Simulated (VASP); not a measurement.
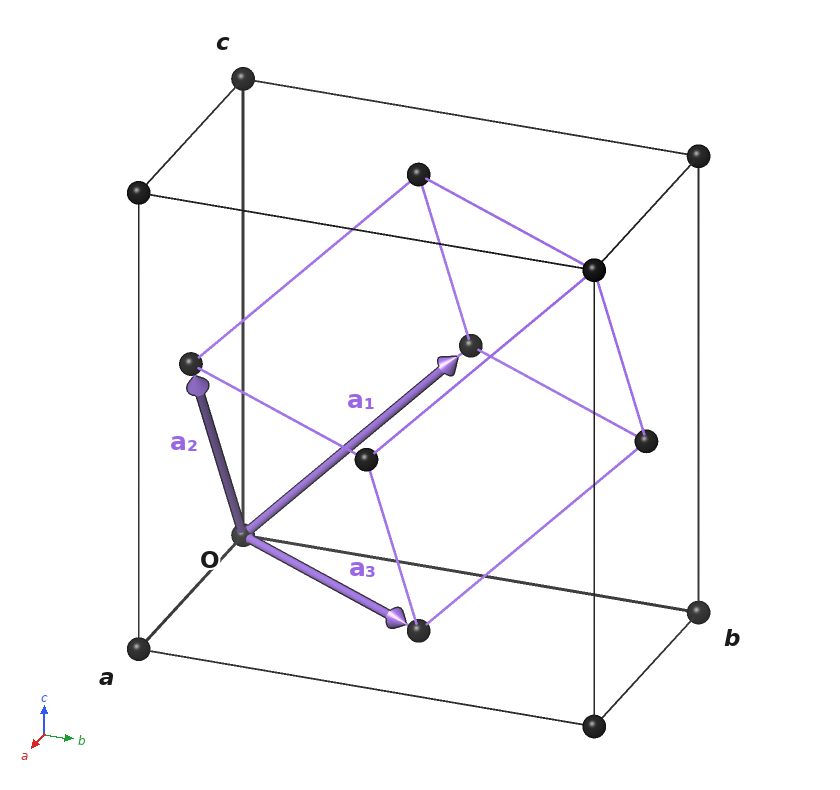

For TiSi₂, the end point of a relaxation with VASP Kohn-Sham DFT of a periodic cell, BLYP with D4, VASP PAW PBE potentials, recommended (VASP 6.6.1): the conventional cell (thin) and a primitive cell (coloured, vectors a₁, a₂, a₃), with the lattice points alone. Geometry calculated from the standardised cell; symmetry tolerance 0.002 Å.

a = 4.793 Å, b = 8.248 Å, c = 8.517 Å, α = 90.00°, β = 90.00°, γ = 90.00°.

### What is the centring, and how are the primitive vectors built?

F, face-centred orthorhombic, with lattice points at (0, 0, 0), (1/2, 0, 1/2), (1/2, 1/2, 0), (0, 1/2, 1/2). a₁ = 1/2 b + 1/2 c; a₂ = 1/2 a + 1/2 c; a₃ = 1/2 a + 1/2 b.

### Give the primitive cell's size and content.

Edges 5.928, 4.886, 4.770 Å; angles 75.74°, 53.02°, 51.24°; volume 84.17 Å³, 1/4 of the conventional cell; 6 of its 24 atoms.
